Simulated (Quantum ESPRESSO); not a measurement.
# Thickness dependence of 2H-WS2, part 5 of 8

Aim: screening, gap and ionisation potential of 2H-WS2 against the number of layers.

Quantum ESPRESSO 7.5; plane-wave DFT, PBE, GBRV ultrasoft pseudopotentials.

So far. Step 7 (Electrostatic potential, 1 layer): The slope in the vacuum is 0.100 eV/Å for an applied 0.10 V/Å, as it should be. Step 8 (Band structure, 1 layer: no field): Along this path the valence top lies at K and the conduction bottom at K.

## (10) Self-consistent run, 1 layer: spin-orbit coupling

Spin-orbit coupling needs fully relativistic files and spinor wave functions.

Level of this step: plane-wave DFT, PBE, PseudoDojo fully relativistic norm-conserving pseudopotentials (Quantum ESPRESSO 7.5).

The input, n1.soc.in:

```
&control
  prefix = 'n1.soc'
  outdir = './out'
  pseudo_dir = './pseudo'
  calculation = 'scf'
  tprnfor = .true.
/
&system
  ibrav = 0
  nat = 3
  ntyp = 2
  ecutwfc = 62
  ecutrho = 248
  occupations = 'smearing'
  smearing = 'fd'
  degauss = 0.004
  noncolin = .true.
  lspinorb = .true.
  nbnd = 34
/
&electrons
  conv_thr = 1e-07
  mixing_beta = 0.4
  electron_maxstep = 120
  mixing_mode = 'local-TF'
/
ATOMIC_SPECIES
  S   32.0600  S.dojo-fr-pbe-0.4-standard.upf
  W   183.8400  W.dojo-fr-pbe-0.4-standard.upf
CELL_PARAMETERS angstrom
  3.15954537600000 0.00000000000000 0.00000000000000
  -1.57977268800000 2.73624656000000 0.00000000000000
  0.00000000000000 0.00000000000000 20.47562023200000
ATOMIC_POSITIONS crystal
  S   0.333333333300 0.666666666700 0.422975090900
  W   0.000000000000 0.000000000000 0.500000000000
  S   0.333333333300 0.666666666700 0.577024909100
K_POINTS automatic
  12 12 1 0 0 0
```

Run with:

```sh
> OMP_NUM_THREADS=1 mpirun -n 4 pw.x -nk 4 -in n1.soc.in > n1.soc.out
```

Log:

```text
[banner, memory and clock lines left out]
Program PWSCF v.7.5 starts
[citation notice left out]

[...]
Message from routine setup:
[...]
bravais-lattice index     =            0
     lattice parameter (alat)  =       5.9707  a.u.
     unit-cell volume          =    1194.5752 (a.u.)^3
     number of atoms/cell      =            3
     number of atomic types    =            2
     number of electrons       =        26.00
     number of Kohn-Sham states=           34
     kinetic-energy cutoff     =      62.0000  Ry
     charge density cutoff     =     248.0000  Ry
     scf convergence threshold =      1.0E-07
     mixing beta               =       0.4000
     number of iterations used =            8  local-TF  mixing
     Exchange-correlation= PBE
                           (   1   4   3   4   0   0   0)
     Non magnetic calculation with spin-orbit

[...]
PseudoPot. # 1 for S  read from file:
     ./pseudo/S.dojo-fr-pbe-0.4-standard.upf
     Pseudo is Norm-conserving + core correction, Zval =  6.0
     Generated using ONCVPSP code by D. R. Hamann
     Using radial grid of 1146 points, 10 beta functions with:
                l(1) =   0
                l(2) =   0
                l(3) =   1
                l(4) =   1
                l(5) =   1
                l(6) =   1
                l(7) =   2
                l(8) =   2
                l(9) =   2
               l(10) =   2

     PseudoPot. # 2 for W  read from file:
     ./pseudo/W.dojo-fr-pbe-0.4-standard.upf
     Pseudo is Norm-conserving + core correction, Zval = 14.0
     Generated using ONCVPSP code by D. R. Hamann
     Using radial grid of 1396 points, 14 beta functions with:
                l(1) =   0
                l(2) =   0
                l(3) =   1
                l(4) =   1
                l(5) =   1
                l(6) =   1
                l(7) =   2
                l(8) =   2
                l(9) =   2
               l(10) =   2
               l(11) =   3
               l(12) =   3
               l(13) =   3
               l(14) =   3

     atomic species   valence    mass     pseudopotential
     S                 6.00    32.06000     S ( 1.00)
     W                14.00   183.84000     W ( 1.00)

     12 Sym. Ops. (no inversion) found

[...]
number of k points=    19  Fermi-Dirac smearing, width (Ry)=  0.0040
[...]
Dense  grid:    78451 G-vectors     FFT dimensions: (  30,  30, 200)

     Initial potential from superposition of free atoms

     starting charge      25.9994, renormalised to      26.0000

     negative rho (up, down):  5.890E-05 0.000E+00
     Starting wfcs are   36 randomized atomic wfcs

     per-process dynamical memory:   155.9 Mb

     Self-consistent Calculation

     iteration #  1     ecut=    62.00 Ry     beta= 0.40
     Davidson diagonalization with overlap
     ethr =  1.00E-02,  avg # of iterations =  3.2

     Threshold (ethr) on eigenvalues was too large:
     Diagonalizing with lowered threshold

     Davidson diagonalization with overlap
     ethr =  2.66E-04,  avg # of iterations =  3.9

     negative rho (up, down):  4.136E-08 0.000E+00

     total energy              =    -196.33448870 Ry
     estimated scf accuracy    <       0.09142641 Ry

     iteration #  2     ecut=    62.00 Ry     beta= 0.40
[...]
negative rho (up, down):  1.343E-08 0.000E+00

[...]
total energy              =    -196.32093614 Ry
     estimated scf accuracy    <       0.04643370 Ry

     iteration #  3     ecut=    62.00 Ry     beta= 0.40
[...]
total energy              =    -196.32327650 Ry
     estimated scf accuracy    <       0.01263544 Ry

     iteration #  4     ecut=    62.00 Ry     beta= 0.40
[...]
total energy              =    -196.32358559 Ry
     estimated scf accuracy    <       0.00309393 Ry

     iteration #  5     ecut=    62.00 Ry     beta= 0.40
[...]
total energy              =    -196.32352236 Ry
     estimated scf accuracy    <       0.00113268 Ry

     iteration #  6     ecut=    62.00 Ry     beta= 0.40
[...]
total energy              =    -196.32348636 Ry
     estimated scf accuracy    <       0.00127016 Ry

[...]
iteration # 10     ecut=    62.00 Ry     beta= 0.40
[...]
negative rho (up, down):  1.005E-03 0.000E+00

[...]
total energy              =    -196.32362338 Ry
     estimated scf accuracy    <       0.00000975 Ry

     iteration # 11     ecut=    62.00 Ry     beta= 0.40
[...]
negative rho (up, down):  2.455E-05 0.000E+00

[...]
total energy              =    -196.32362115 Ry
     estimated scf accuracy    <       0.00000276 Ry

     iteration # 12     ecut=    62.00 Ry     beta= 0.40
[...]
negative rho (up, down):  1.316E-05 0.000E+00

[...]
total energy              =    -196.32362141 Ry
     estimated scf accuracy    <       0.00000030 Ry

     iteration # 13     ecut=    62.00 Ry     beta= 0.40
[...]
End of self-consistent calculation

          k = 0.0000 0.0000 0.0000 (  9835 PWs)   bands (ev):

   -74.4272 -74.4272 -45.8049 -45.8049 -36.0933 -36.0933 -35.9255 -35.9255
   -15.4585 -15.4585 -13.8305 -13.8305  -7.0566  -7.0566  -3.5870  -3.5870
    -3.3193  -3.3193  -2.8328  -2.8328  -2.3091  -2.3091  -2.0880  -2.0880
    -0.7385  -0.7385   2.2242   2.2242   2.2486   2.2486   2.5186   2.5186
     2.5386   2.5386

          k = 0.0000 0.0962 0.0000 (  9877 PWs)   bands (ev):

   -74.4259 -74.4259 -45.8095 -45.8095 -36.0961 -36.0961 -35.9450 -35.9450
   -15.3415 -15.3415 -13.7863 -13.7863  -6.9161  -6.9161  -3.7928  -3.7928
    -3.3172  -3.3172  -3.1855  -3.1855  -2.3952  -2.3952  -2.0297  -2.0297
    -0.7918  -0.7918   2.0379   2.0379   2.2378   2.2378   2.3645   2.3645
     2.6064   2.6064

[...]
the Fermi energy is     0.3626 ev

!    total energy              =    -196.32362155 Ry
     estimated scf accuracy    <       0.00000001 Ry
     smearing contrib. (-TS)   =      -0.00000000 Ry
     internal energy E=F+TS    =    -196.32362155 Ry

     The total energy is F=E-TS. E is the sum of the following terms:
     one-electron contribution =   -1163.30783777 Ry
     hartree contribution      =     581.04772248 Ry
     xc contribution           =     -46.00995564 Ry
     ewald contribution        =     431.94644938 Ry

     convergence has been achieved in  13 iterations

     Forces acting on atoms (cartesian axes, Ry/au):

     atom    1 type  1   force =    -0.00000000   -0.00000000   -0.00403135
     atom    2 type  2   force =     0.00000000    0.00000000    0.00000000
     atom    3 type  1   force =    -0.00000000   -0.00000000    0.00403135

     Total force =     0.005701     Total SCF correction =     0.000294

[...]
```

Run time: 96 s. Hardware: 4 MPI ranks of Arm Neoverse V1, shared host; peak memory 1 GiB.

This step gave:

```
free energy                          : -2671.1189 eV
Fermi energy                         : 0.3626 eV
valence top, on the run's zero       : -0.4146 eV
conduction bottom, on the run's zero : 1.218 eV
gap by band count                    : 1.632 eV
```

## (11) Electrostatic potential, 1 layer

The input, n1.soc.pot.in:

```
&inputpp
  prefix = 'n1.soc'
  outdir = './out'
  filplot = 'n1.soc.pot.dat'
  plot_num = 11
/
```

Run with:

```sh
> OMP_NUM_THREADS=1 mpirun -n 4 pp.x -in n1.soc.pot.in > n1.soc.pot.out
```

Log:

```text
[banner, memory and clock lines left out]
Program POST-PROC v.7.5 starts
[citation notice left out]

[...]
./out/n1.soc.save/

[...]
Calling punch_plot, plot_num =  11
     Writing data to file  n1.soc.pot.dat
     Message from routine chdens:
     namelist plot not found or invalid, exiting
```

Run time: 0.83 s. Hardware: 4 MPI ranks; peak memory 0.1 GiB.

Read from the output:

- potential in the middle of the vacuum, over the valence top: 5.459 eV

Electrostatic potential energy of an electron; zero at the highest filled level of the SCF mesh. Potential energy, planar mean against z:

| z (Å) | potential energy, planar mean (eV) |
| --- | --- |
| 0 | 5.46 |
| 2 | 5.46 |
| 4 | 5.46 |
| 6 | 5.45 |
| 8 | -0.866 |
| 10 | -29.9 |
| 12 | -12.1 |
| 14 | 5.40 |
| 16 | 5.46 |
| 18 | 5.46 |
| 20 | 5.46 |

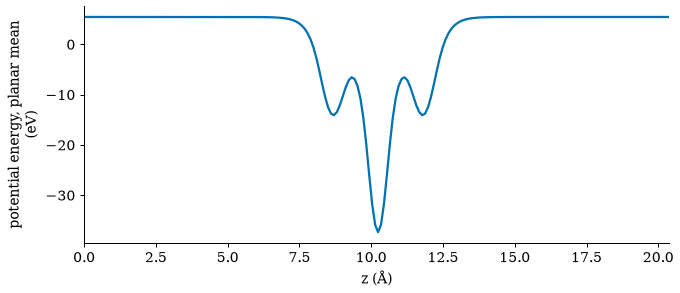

Potential energy, planar mean against z.

## (12) Bands along a path, 1 layer: spin-orbit coupling

The input, n1.soc.bands.in:

```
&control
  prefix = 'n1.soc.bands'
  outdir = './out'
  pseudo_dir = './pseudo'
  calculation = 'bands'
/
&system
  ibrav = 0
  nat = 3
  ntyp = 2
  ecutwfc = 62
  ecutrho = 248
  occupations = 'smearing'
  smearing = 'fd'
  degauss = 0.004
  noncolin = .true.
  lspinorb = .true.
  nbnd = 34
/
&electrons
  conv_thr = 1e-07
  mixing_beta = 0.4
  electron_maxstep = 120
  mixing_mode = 'local-TF'
/
ATOMIC_SPECIES
  S   32.0600  S.dojo-fr-pbe-0.4-standard.upf
  W   183.8400  W.dojo-fr-pbe-0.4-standard.upf
CELL_PARAMETERS angstrom
  3.15954537600000 0.00000000000000 0.00000000000000
  -1.57977268800000 2.73624656000000 0.00000000000000
  0.00000000000000 0.00000000000000 20.47562023200000
ATOMIC_POSITIONS crystal
  S   0.333333333300 0.666666666700 0.422975090900
  W   0.000000000000 0.000000000000 0.500000000000
  S   0.333333333300 0.666666666700 0.577024909100
K_POINTS crystal_b
4
  0.0000000000 0.0000000000 0.0000000000 12
  0.5000000000 0.0000000000 0.0000000000 12
  0.3333333333 0.3333333333 0.0000000000 12
  0.0000000000 0.0000000000 0.0000000000 1
```

Run with:

```sh
> cp -r out/n1.soc.save out/n1.soc.bands.save
> cp out/n1.soc.xml out/n1.soc.bands.xml
> OMP_NUM_THREADS=1 mpirun -n 4 pw.x -nk 4 -in n1.soc.bands.in > n1.soc.bands.out
```

Log:

```text
[banner, memory and clock lines left out]
Program PWSCF v.7.5 starts
[citation notice left out]

[...]
Message from routine setup:
[...]
bravais-lattice index     =            0
     lattice parameter (alat)  =       5.9707  a.u.
     unit-cell volume          =    1194.5752 (a.u.)^3
     number of atoms/cell      =            3
     number of atomic types    =            2
     number of electrons       =        26.00
     number of Kohn-Sham states=           34
     kinetic-energy cutoff     =      62.0000  Ry
     charge density cutoff     =     248.0000  Ry
     Exchange-correlation= PBE
                           (   1   4   3   4   0   0   0)
     Non magnetic calculation with spin-orbit

[...]
PseudoPot. # 1 for S  read from file:
     ./pseudo/S.dojo-fr-pbe-0.4-standard.upf
     Pseudo is Norm-conserving + core correction, Zval =  6.0
     Generated using ONCVPSP code by D. R. Hamann
     Using radial grid of 1146 points, 10 beta functions with:
                l(1) =   0
                l(2) =   0
                l(3) =   1
                l(4) =   1
                l(5) =   1
                l(6) =   1
                l(7) =   2
                l(8) =   2
                l(9) =   2
               l(10) =   2

     PseudoPot. # 2 for W  read from file:
     ./pseudo/W.dojo-fr-pbe-0.4-standard.upf
     Pseudo is Norm-conserving + core correction, Zval = 14.0
     Generated using ONCVPSP code by D. R. Hamann
     Using radial grid of 1396 points, 14 beta functions with:
                l(1) =   0
                l(2) =   0
                l(3) =   1
                l(4) =   1
                l(5) =   1
                l(6) =   1
                l(7) =   2
                l(8) =   2
                l(9) =   2
               l(10) =   2
               l(11) =   3
               l(12) =   3
               l(13) =   3
               l(14) =   3

     atomic species   valence    mass     pseudopotential
     S                 6.00    32.06000     S ( 1.00)
     W                14.00   183.84000     W ( 1.00)

     12 Sym. Ops. (no inversion) found

[...]
number of k points=    37  Fermi-Dirac smearing, width (Ry)=  0.0040
[...]
Dense  grid:    78451 G-vectors     FFT dimensions: (  30,  30, 200)

     The potential is recalculated from file :
     ./out/n1.soc.bands.save/charge-density

     Starting wfcs are   36 randomized atomic wfcs

     Band Structure Calculation
     Davidson diagonalization with overlap

     ethr =  3.85E-10,  avg # of iterations = 36.5

     End of band structure calculation

          k = 0.0000 0.0000 0.0000 (  9835 PWs)   bands (ev):

   -74.4288 -74.4288 -45.8064 -45.8064 -36.0948 -36.0948 -35.9271 -35.9271
   -15.4592 -15.4592 -13.8309 -13.8309  -7.0573  -7.0573  -3.5881  -3.5881
    -3.3204  -3.3204  -2.8332  -2.8332  -2.3100  -2.3100  -2.0888  -2.0888
    -0.7392  -0.7392   2.2235   2.2235   2.2480   2.2480   2.5179   2.5179
     2.5379   2.5379

          k = 0.0417 0.0241 0.0000 (  9881 PWs)   bands (ev):

   -74.4285 -74.4285 -45.8076 -45.8076 -36.0954 -36.0954 -35.9321 -35.9321
   -15.4297 -15.4297 -13.8198 -13.8198  -7.0216  -7.0216  -3.6234  -3.6234
    -3.3372  -3.3372  -2.9471  -2.9471  -2.3038  -2.3038  -2.0801  -2.0801
    -0.7508  -0.7508   2.1867   2.1867   2.2525   2.2525   2.4643   2.4643
     2.5343   2.5343

[...]
```

The job ended after 1.8 min (4 MPI ranks; peak memory 0.63 GiB).

Numbers from this step:

| Quantity | Value |
| --- | --- |
| valence top, on the run's zero | -0.4157 eV |
| conduction bottom, on the run's zero | 1.217 eV |

Band numbers count within the set of bands kept for display. Electronic bands along the path, in eV, zero at the highest filled level of the SCF mesh; v1 is the highest filled band, c1 the lowest empty one:

| point | v4 | v3 | v2 | v1 | c1 | c2 | c3 | c4 |
| --- | --- | --- | --- | --- | --- | --- | --- | --- |
| Γ | -1.67 | -1.67 | -0.32 | -0.32 | 2.64 | 2.64 | 2.66 | 2.66 |
| M | -1.50 | -1.50 | -1.10 | -1.10 | 2.65 | 2.65 | 3.18 | 3.18 |
| K | -2.70 | -2.63 | -0.42 | 0.00 | 1.66 | 1.70 | 3.05 | 3.08 |
| Γ | -1.67 | -1.67 | -0.32 | -0.32 | 2.64 | 2.64 | 2.66 | 2.66 |

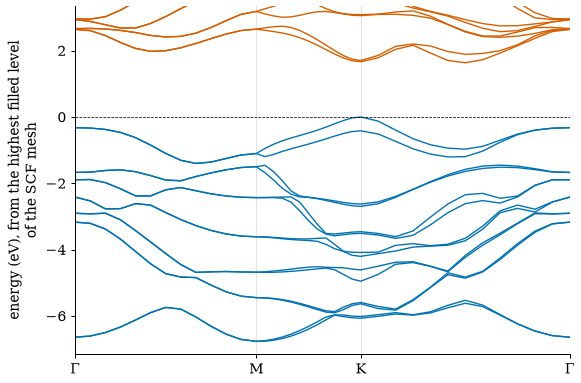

Electronic bands along the path; lines of filled and empty bands in two colours.

Along this path the valence top lies at K and the conduction bottom between K and Γ.

[end of part 5 of 8]

[Logs are printed without paths, hosts, clocks, repeated set-up lines and the standing remarks that a program may print on its own settings, such as how far it seeks lower states.]

[Hosts, paths, dates, database ids (printed as entryN), source tags and the programs' standing remarks are cut or masked in the printed files.]

[Maps of the electrostatic potential energy from Ansatz leave out the sawtooth potential of an applied field or a dipole correction, so their vacuum need not be flat; planar profiles and work functions include it.]
